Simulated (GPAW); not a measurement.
System: FeS₂ (space group Pnnm).

Calculation (GPAW 26.7.0): PAW DFT in plane waves, on a grid or in atomic orbitals, collinear spins; energies at scaled volumes of the given cell, shape and fractions fixed, counted from the fit's minimum, third-order Birch-Murnaghan fit. All runs: collinear spin.

- occupations: Fermi–Dirac
- smearing width: 0.05 eV
- wave cutoff: 600 eV

Settings that differ: PBEsol: k mesh 6×5×8, potentials PAW-data-sets-made-by gpaw-setup-for-the-functional; PBE: k mesh 4×4×5, potentials GPAW-PAW-data-sets-(gpaw-data-1.2.1).

Predict the energy against volume, with one curve for each functional. The cases: PBEsol; PBE.

The fitted equilibrium volumes, smallest first, are PBEsol 13.104, PBE 13.683 Å³/atom. The fitted bulk moduli, smallest first, are PBE 151.9, PBEsol 174.9 GPa.

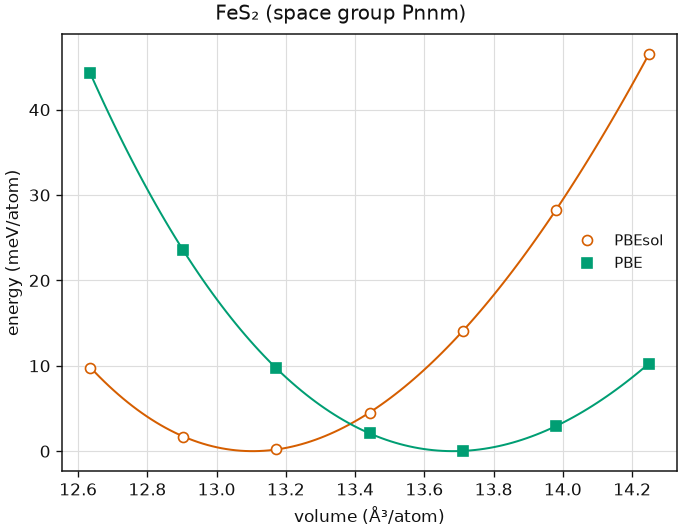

Note: shape and atomic fractions are frozen while scaling, which makes layered, chain and framework solids too stiff.
